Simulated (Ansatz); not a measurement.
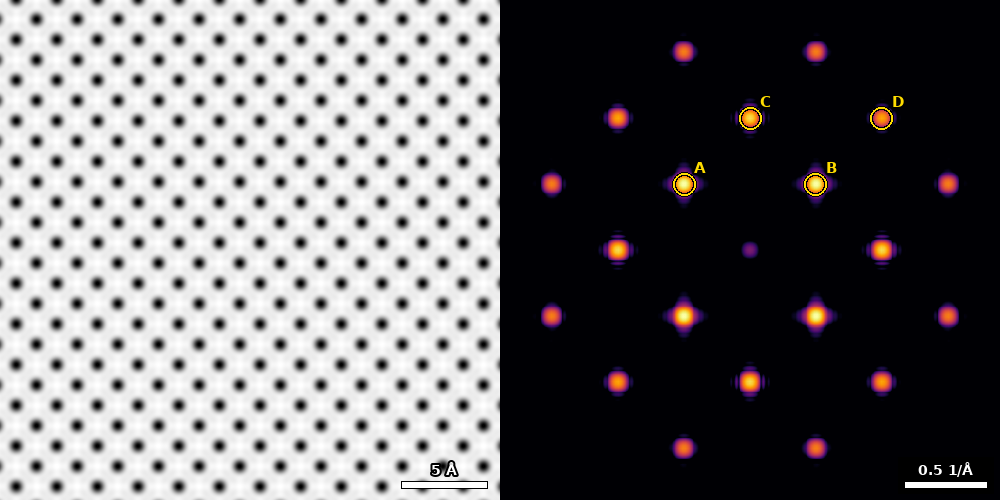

Phase-contrast TEM-like image of a crystal. Simulated in the weak-phase-object approximation with neutral-atom potentials: 300 kV, Cs = 20 µm, defocus −75 Å (negative is underfocus), defocus spread 8 Å, aperture 1.36 1/Å.

The right panel is the modulus of the image's Fourier transform on a logarithmic scale.

Which lattice spacings do the marked spots stand for, and what angle do A and B enclose?

Answer. A: 1.7 Å, B: 1.7 Å, C: 1.2 Å, D: 0.9 Å; A and B enclose about 90°.

The crystal is Fe (Fd-3m, No. 227) along [001]; the spots are (-2 -2 0), (-2 2 0), (-4 0 0) and (-4 4 0). Structure used: the end point of a relaxation with DFT, PBE, plane waves (420 eV) with PAW, scalar-relativistic in Ansatz; the starting structure was generated, so it need not be a known form of this composition.
